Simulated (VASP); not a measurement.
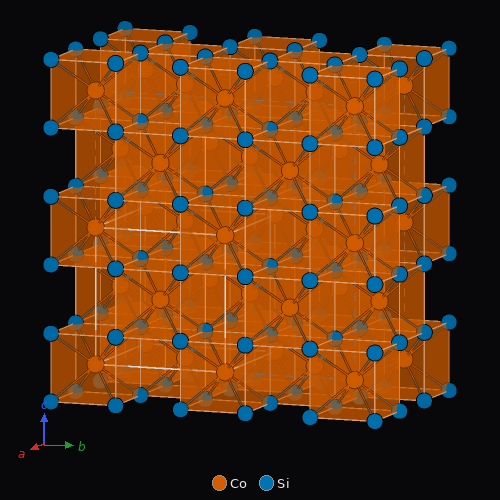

Polyhedra are drawn about Co (bonds: Co–Si below 2.6 Å); other atoms are plain spheres.

CoSi2 (space group Fm-3m, No. 225). Coordinates: an entry of the Crystallography Open Database, as set up for an electronic-structure calculation.

Sharing among the drawn polyhedra:

```
site  polyhedron  corner-sharing neighbours  edge-sharing  face-sharing  bond (Å)
  Co  CoSi8 cube                          0            12             0      2.32
```

They form a three-dimensional framework of edge-sharing cubes.
